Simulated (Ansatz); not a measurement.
Run report: MnO, single-point calculation (part 1 of 2)

System: MnO (Fm-3m, 4 atoms in the cell).
Method: DFT, HSE06, PAW, plane waves, scalar-relativistic, spin-polarised (Ansatz 0.2.0).

The structure derives from an entry of the Crystallography Open Database. It belongs to a series of runs on one base structure; here: opposed moments +-, plain SCF. Figures and captions count atoms from 1; the log counts them from 0 in places.

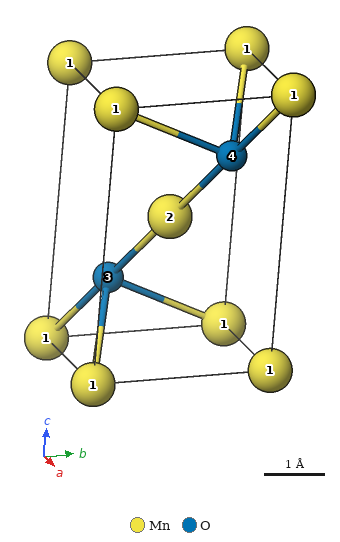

Fig. 1: The input geometry (ball-and-stick view of the reduced cell, seen slightly off an axis; atoms are numbered from 1 in the order of the input). An atom can appear more than once, as a periodic image. Near neighbours in the periodic cell (some may lie outside the picture): Mn has 6 O at 2.22 Å; O has 6 Mn at 2.22 Å.

**Key numbers**

```json
{"quantity": "outcome", "value": "converged"}
{"quantity": "space group (tolerance 0.01 Å)", "value": "Fm-3m (225)"}
{"quantity": "electrons treated", "value": "42"}
{"quantity": "free energy", "value": "−8933.0022 eV"}
{"quantity": "Fermi energy", "value": "12.483 eV"}
{"quantity": "gap on the k-point mesh", "value": "3.04 eV"}
{"quantity": "net moment of the cell", "value": "0.00 μB"}
{"quantity": "integrated absolute moment", "value": "9.44 μB"}
{"quantity": "pressure", "value": "−1.63 GPa"}
{"quantity": "largest force (length of the vector)", "value": "under 0.001 eV/Å"}
{"quantity": "hardware", "value": "4 threads of Arm Neoverse V2, 24 GiB of memory available, shared host"}
{"quantity": "wall time", "value": "27 s (CPU time 89 s)"}
{"quantity": "peak memory", "value": "1 GiB"}
```

Warnings of the run: the state was not tested for a lower one; the exchange loop's threshold is looser than advised for the stress; the SCF threshold is looser than advised for the printed stress; the k-point mesh lowers the symmetry that the run can use.

**Input file**
```yaml
crystal:
  lattice:
    - [0.0, 4.4446, 4.4446]
    - [2.2223, 0.0, 2.2223]
    - [2.2223, 2.2223, 0.0]
  atoms:
    - { symbol: Mn, position: [0.0, 0.0, 0.0], spin: 4.5 }
    - { symbol: Mn, position: [0.5, 0.0, 0.0], spin: -4.5 }
    - { symbol: O, position: [0.25, 0.5, 0.5] }
    - { symbol: O, position: [0.75, 0.5, 0.5] }
magnetization:
  spin_polarized: true
hamiltonian:
  xc: hse06
  pseudopotentials: { kind: paw }
basis:
  ecutwfc: 420
kpoints:
  mp_grid: { grid: [3, 5, 5] }
scf:
  occupations: { method: gaussian, width: 0.05 }
  lower_state_search: "off"
output:
  forces: true
  stress: true
  write_density: true
  write_potential: true
  elf: true
  volumetric_format: npy
```

Launch command:
```bash
ansatz run input.yaml --threads 4 --pin off --max-ram 10240MiB --backend cpu --events-out ev --progress --plain --runs-dir out
```

**What the program printed**
```
Warning: crystal.symmetry: narrowed to the stabiliser of the k-point mesh — unitary ops 12 → 4; excluded 8 operations that carry a point of the 3×5×5 mesh (shift [0, 0, 0]) off the mesh (the run samples exactly the mesh kpoints.mp_grid names, as under crystal.symmetry.detect: false, and its converged state has the mesh's symmetry, not the crystal's; ε∞, the Born charges and the force constants of a linear response (`dielectric:` by the response, `phonons.method: dfpt`) are averaged over those of the crystal's operations that the state keeps within a tolerance, where `mesh_tensors`, `unaveraged_element` or `gamma_mean_max_change_ev_ang2` stands beside them; a row that `dielectric.field_direction` solves alone is averaged likewise, with nothing beside; a Γ-centred mesh of equal divisions is mapped onto itself by every operation and keeps the whole group, as does a half-shifted one under kpoints.further_shifts: images)
Warning: output.stress: scf.convergence.dr2_threshold = 1e-7 eV (the SCF's general default) is looser than the 4e-10 eV advised for a printed stress (1e-10 eV for each atom of the cell: 4). What an SCF threshold leaves in a stress goes as its square root, and in the free energy as the threshold itself, and one threshold admits the most on a small cell: of the crystals measured, under no hybrid functional and no lock of the moments, on runs that ended without the residual-converged pass, on stresses that held no estimate of that error, the worst erred by over 100 MPa in a component at 1e-7 eV an atom and by under 5 at 1e-10. Set scf.convergence.dr2_threshold to 4e-10 eV or tighter. The threshold is an SCF's pass mark: one that does not reach it within its budget of iterations ends unconverged, or closes short of it on a stop that the run arms, and scf.convergence.dr2_threshold's page says what that costs each kind of run
Warning: output.stress: scf.exx.energy_threshold = 1e-6 eV is looser than the 4e-8 eV advised for a stress under a hybrid functional (1e-8 eV for each atom of the cell: 4). Every SCF of the exchange loop can meet its threshold on dr2 while the loop round them stops early: no threshold on dr2 bounds what that leaves in the stress. Set scf.exx.energy_threshold to 4e-8 eV or tighter. The threshold is the loop's pass mark: a loop that does not reach it within its budget of cycles ends unconverged, and scf.exx.energy_threshold's page has the law
Engine: ansatz 0.2.0, aarch64-unknown-linux-gnu
Pseudopotentials: kind: paw
Pseudopotential: Mn, paw, valence charge 15, recommended cutoff 420 eV (normal), Mn.paw.azcp
Pseudopotential: O, paw, valence charge 6, recommended cutoff 420 eV (normal), O.paw.azcp
Functional definition: HSE06
  parameter a = 0.25
  parameter omega = 0.11/bohr
  exchange = pbe_x - a*pbe_x_sr(omega) + a*exact_x_sr(omega)
  correlation = pbe_c
Crystal: 4 atoms, lattice volume = 43.900 Å³
Basis set: ecut = 420 eV, 845 PW (Γ), exchange–correlation on 90×48×48 points (8 copies of the dense FFT grid, shifted against one another)
Bands: 31, of which v1, the nominal top of the filled ones, is band 21 counted from 1 (20 counted from 0)
Symmetry: 4 space group operations
k-points: 24 of 75
Non-local potential: Mn, projectors of the file, l = 0: 3, l = 1: 2, l = 2: 3, l = 3: 1
Non-local potential: O, projectors of the file, l = 0: 2, l = 1: 2, l = 2: 1
PAW form: soft (Blöchl's): semilocal exchange-correlation on the pseudo side does not see the compensation charge
PAW frozen core: Mn, regenerated for the run's functional, and the local potential with it (the file was generated under x = pbe(κ = 0.804, μ = 0.2195149727645171), c = pbe(β = 0.06672455060314922))
PAW frozen core: O, regenerated for the run's functional, and the local potential with it (the file was generated under x = pbe(κ = 0.804, μ = 0.2195149727645171), c = pbe(β = 0.06672455060314922))
PAW one-centre angular grid: Mn, 590 points (default); XC on 64 Gauss nodes
PAW one-centre angular grid: O, 110 points (default); XC on 96 Gauss nodes
Initial density: superposition of atomic densities (chi_scale 0.1, normalization cell, long waves kept (reshape's long-wave potential 0.00 eV rms))
Starting moments: Σ|m| = 9 μB on 2 of 4 sites
Initial wavefunctions: pseudopotential atomic-orbital guess
Functional: x = pbe(κ = 0.804, μ = 0.2195149727645171), c = pbe(β = 0.06672455060314922), warm-up for x = pbe(κ = 0.804, μ = 0.2195149727645171) + 0.25 (exact − pbe) at short range (hse, ω = 0.20786987370883472 Å⁻¹), c = pbe(β = 0.06672455060314922); [...]
the translation (0.5, 0, 0) carries every atom to within crystal.symmetry.tolerance of an atom of its element with the starting moment reversed, but both spin channels are solved: under a hybrid functional one channel is solved only on norm-conserving pseudopotentials (hamiltonian.pseudopotentials.kind)
iter 1 solved again at ethr=7.64e-2 eV; its pass at ethr=1.00e-1 eV (dr2=3.21e1 eV) is discarded
SCF iter   1: F=—  HF=-8937.116684 eV  |F-HF|=—  |Δ(HF+E_count)|=         —  Δρ=1.42e-1 (↑1.42e-1 ↓1.42e-1)  dr2=3.19e1  dr2_m=1.80e-1  M=0.000 μB ∫|m|=7.631 μB  β_m=0.30  ethr=7.64e-2  ⟨swp⟩=2.0  Hψ=7207  notcnv=0
preconditioner: auto → Kerker (q_TF=auto, 2.708 Å⁻¹)  [metal: Δε(μ)=0.012 eV  Ē_g=10.622 eV  σ=0.050 eV  W_gap=0.13  n_scr=16 (ndim 8)  ℏωp=28.6 eV  f_vac=0.000  D(μ)=3.10/eV (n_scr^D=28)]
spin=Collinear: Kerker preconditioning applied to the charge; magnetization (m = ρ↑ − ρ↓) channel mixes plain (no charge-response kernel on spin).
iter 2 solved again at ethr=3.17e-3 eV; its pass at ethr=7.59e-2 eV (dr2=1.33e0 eV) is discarded
SCF iter   2: F=—  HF=-8932.812222 eV  |F-HF|=—  |Δ(HF+E_count)|=    4.30e0  Δρ=3.72e-2 (↑3.72e-2 ↓3.72e-2)  dr2=1.07e0  dr2_m=2.98e-1  M=0.000 μB ∫|m|=8.970 μB  β_m=0.30  ethr=3.17e-3  ⟨swp⟩=3.6  Hψ=6579  notcnv=0  defer=3
Mixer restart at iter 2: flushing history
eigensolver tolerance schedule: the retry pair's looser diagonalisation over-reported the residual by 0.25 of it (diagonalisation noise at 0.26 of the residual, at the tolerance the schedule requests for it); recorded, not acted on — ethr = c·dr2/N_el stays at c = 1.0e-1
preconditioner: auto → none  [insulator: Δε(μ)=1.291 eV  Ē_g=11.150 eV  σ=0.050 eV  W_gap=1.00  n_scr=16 (ndim 8)  ℏωp=28.6 eV  f_vac=0.000  D(μ)=0.00/eV (n_scr^D=0)]
spin-set hold released at iteration 2 (the charge has settled, or the pull on large starting moments outlasts its swing): the magnetisation degrees of freedom join the quasi-Newton model from the next iteration; the mixer history was flushed
SCF iter   3: F=—  HF=-8932.600382 eV  |F-HF|=—  |Δ(HF+E_count)|=   2.12e-1  Δρ=2.17e-2 (↑2.17e-2 ↓2.17e-2)  dr2=2.44e-1  dr2_m=1.17e-1  M=0.000 μB ∫|m|=9.007 μB  β_m=0.47  ethr=2.54e-3  ⟨swp⟩=3.0  Hψ=3064  notcnv=0  defer=2
SCF iter   4: F=—  HF=-8932.638096 eV  |F-HF|=—  |Δ(HF+E_count)|=   3.77e-2  Δρ=1.08e-2 (↑1.08e-2 ↓1.08e-2)  dr2=1.16e-1  dr2_m=1.39e-2  M=0.000 μB ∫|m|=8.998 μB  β_m=0.43  ethr=5.80e-4  ⟨swp⟩=4.2  Hψ=4215  notcnv=0  defer=2
SCF iter   5: F=—  HF=-8932.632597 eV  |F-HF|=—  |Δ(HF+E_count)|=   5.50e-3  Δρ=4.83e-3 (↑4.80e-3 ↓4.83e-3)  dr2=1.71e-2  dr2_m=4.35e-3  M=0.000 μB ∫|m|=9.052 μB  β_m=0.45  ethr=2.76e-4  ⟨swp⟩=4.0  Hψ=3775  notcnv=0
SCF iter   6: F=—  HF=-8932.639365 eV  |F-HF|=—  |Δ(HF+E_count)|=   6.77e-3  Δρ=1.93e-3 (↑1.93e-3 ↓1.90e-3)  dr2=1.14e-3  dr2_m=9.91e-4  M=0.000 μB ∫|m|=9.051 μB  β_m=0.68  ethr=4.08e-5  ⟨swp⟩=3.1  Hψ=3162  notcnv=0  defer=3
SCF iter   7: F=—  HF=-8932.641804 eV  |F-HF|=—  |Δ(HF+E_count)|=   2.44e-3  Δρ=3.73e-4 (↑2.25e-4 ↓3.73e-4)  dr2=1.01e-4  dr2_m=1.56e-5  M=0.000 μB ∫|m|=9.057 μB  β_m=0.62  ethr=2.71e-6  ⟨swp⟩=3.3  Hψ=3451  notcnv=0  defer=2
SCF iter   8: F=—  HF=-8932.641832 eV  |F-HF|=—  |Δ(HF+E_count)|=   2.87e-5  Δρ=2.34e-4 (↑2.34e-4 ↓1.98e-4)  dr2=9.94e-5  dr2_m=2.01e-6  M=0.000 μB ∫|m|=9.058 μB  β_m=0.48  ethr=2.41e-7  ⟨swp⟩=3.4  Hψ=2986  notcnv=0  defer=1
SCF iter   9: F=-8932.641812 eV  HF=-8932.641815 eV  |F-HF|=3.58e-6  |Δ(HF+E_count)|=   1.72e-5  Δρ=6.77e-5 (↑6.77e-5 ↓3.79e-5)  dr2=4.64e-6  dr2_m=2.88e-7  M=0.000 μB ∫|m|=9.058 μB  ethr=2.37e-7  ⟨swp⟩=2.0  Hψ=2515  notcnv=0  defer=1
SCF 1 stopped early in 9 iterations: F = -8932.641812 eV  dr2 = 4.64e-6
  greatest PAW one-centre occupation: 1.004 electrons in one spin orbital (limit 2), on the Mn atom at site 1 (counted from 0), in its partial waves of l = 1
Initial density: handed on by an earlier stage of this run
Starting moments: Σ|m| = 9 μB on 2 of 4 sites; this step starts from the density that it was given
Initial wavefunctions: those handed on with the density
Functional: x = pbe(κ = 0.804, μ = 0.2195149727645171) + 0.25 (exact − pbe) at short range (hse, ω = 0.20786987370883472 Å⁻¹), c = pbe(β = 0.06672455060314922); HSE06 as pw.x's `hse` composes it (authors' and Libxc's form: `xc: wpbeh`)
Exchange kernel: α = 0.2500, screened, ω = 0.2079 Å⁻¹, Wigner–Seitz truncation, v(0) = 1030.8674 eV·Å³, q-mesh 3×5×5, nearest image of the exchange supercell L = 15.71 Å, pair-density grid 25×15×15, without the augmentation charges, whose exchange is taken in its separable form by FFT convolution over the k-point  [...]
Frozen-core exchange: fock
SCF iter   1: F=—  HF=-8932.940533 eV  |F-HF|=—  |Δ(HF+E_count)|=         —  Δρ=1.83e-2 (↑1.83e-2 ↓1.83e-2)  dr2=1.10e-1  dr2_m=1.15e-1  M=0.000 μB ∫|m|=9.404 μB  β_m=0.30  ethr=1.10e-7  ⟨swp⟩=8.0  Hψ=8068  notcnv=0
preconditioner: auto → none  [insulator: Δε(μ)=2.892 eV  Ē_g=14.423 eV  σ=0.050 eV  W_gap=1.00  n_scr=16 (ndim 8)  ℏωp=28.6 eV  f_vac=0.000  D(μ)=0.00/eV (n_scr^D=0)]
SCF iter   2: F=—  HF=-8932.998128 eV  |F-HF|=—  |Δ(HF+E_count)|=   5.76e-2  Δρ=1.54e-2 (↑1.54e-2 ↓1.54e-2)  dr2=3.11e-2  dr2_m=8.56e-2  M=0.000 μB ∫|m|=9.438 μB  β_m=0.57  ethr=1.10e-7  ⟨swp⟩=5.0  Hψ=6073  notcnv=0
SCF iter   3: F=—  HF=-8933.006551 eV  |F-HF|=—  |Δ(HF+E_count)|=   8.42e-3  Δρ=2.79e-3 (↑2.79e-3 ↓2.78e-3)  dr2=4.47e-3  dr2_m=1.18e-3  M=0.000 μB ∫|m|=9.444 μB  β_m=0.59  ethr=1.10e-7  ⟨swp⟩=5.0  Hψ=6063  notcnv=0
SCF iter   4: F=—  HF=-8933.004093 eV  |F-HF|=—  |Δ(HF+E_count)|=   2.46e-3  Δρ=8.55e-4 (↑8.36e-4 ↓8.55e-4)  dr2=2.39e-4  dr2_m=2.26e-4  M=0.000 μB ∫|m|=9.443 μB  β_m=0.60  ethr=1.10e-7  ⟨swp⟩=4.0  Hψ=5275  notcnv=0
SCF iter   5: F=-8933.004046 eV  HF=-8933.004066 eV  |F-HF|=1.98e-5  |Δ(HF+E_count)|=   2.62e-5  Δρ=1.73e-4 (↑1.73e-4 ↓1.71e-4)  dr2=2.44e-5  dr2_m=3.87e-7  M=0.000 μB ∫|m|=9.443 μB  ethr=1.10e-7  ⟨swp⟩=4.0  Hψ=3685  notcnv=0
SCF 2 stopped early in 5 iterations: F = -8933.004046 eV  dr2 = 2.44e-5
  Residual-converged pass: ⟨swp⟩=4.0  Hψ=3611  notcnv=0  max |occ|·‖R‖ = 6.6e-6 eV (tolerance 6.7e-6 eV)  dr2=2.44e-5  dr2_m=3.85e-7  dr2_onsite=4.86e-6  max |Δocc| = 0.0e0
  greatest PAW one-centre occupation: 1.006 electrons in one spin orbital (limit 2), on the Mn atom at site 1 (counted from 0), in its partial waves of l = 1
hybrid outer 1: dexx = +8.671e-2 eV, tail = 3.09e-4 eV
Exchange kernel: α = 0.2500, screened, ω = 0.2079 Å⁻¹, Wigner–Seitz truncation, v(0) = 1030.8674 eV·Å³, q-mesh 3×5×5, nearest image of the exchange supercell L = 15.71 Å, pair-density grid 25×15×15, without the augmentation charges, whose exchange is taken in its separable form by FFT convolution over the k-point  [...]
Frozen-core exchange: fock
```
